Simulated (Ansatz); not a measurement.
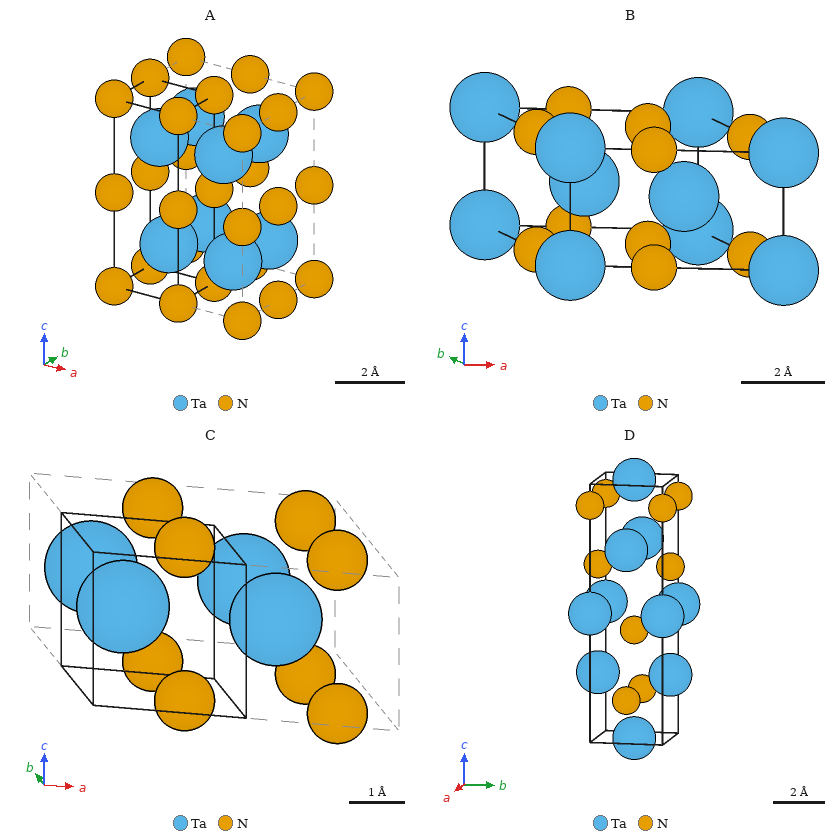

Four structures of TaN, each relaxed to rest (conventional cells in solid outline, small ones repeated, each panel with its own scale). Method: DFT PBE, scalar-relativistic, plane waves, PAW (Ansatz 0.2.0), without spin polarisation.

Question: What are the structures shown?

Answer: A: anti-NiAs type, P6_3/mmc; B: 6 atoms a cell on a primitive hexagonal lattice, P-62m; C: tungsten carbide (WC) type, P-6m2; D: 8 atoms a cell on a body-centred tetragonal lattice, I4_1md.

Question: Rank them by energy, lowest first.

Answer: B, then C (+31 meV/atom), D (+63 meV/atom) and A (+121 meV/atom), energies at zero smearing.

Question: Collect the results in a table.

Answer:
| panel | structure | E − E(lowest) (meV/atom) | volume (Å³/atom) | gap (eV) |
| --- | --- | --- | --- | --- |
| B | P-62m | 0 | 11.5 | metal |
| C | P-6m2 | 31 | 10.9 | metal |
| D | I4_1md | 63 | 10.9 | 0.71 |
| A | P6_3/mmc | 121 | 10.7 | metal |

Question: The same structures were relaxed again with PBEsol. Does the order change?

Answer: No, every level gives the same order.

| panel | PBE (meV/atom) | PBEsol (meV/atom) |
| --- | --- | --- |
| B | 0 | 0 |
| C | 31 | 9 |
| D | 63 | 41 |
| A | 121 | 219 |

Some of these may be structure types tried for this composition rather than known phases, and the most stable form need not be among them. Gaps are taken on the k-mesh or band path of each run.
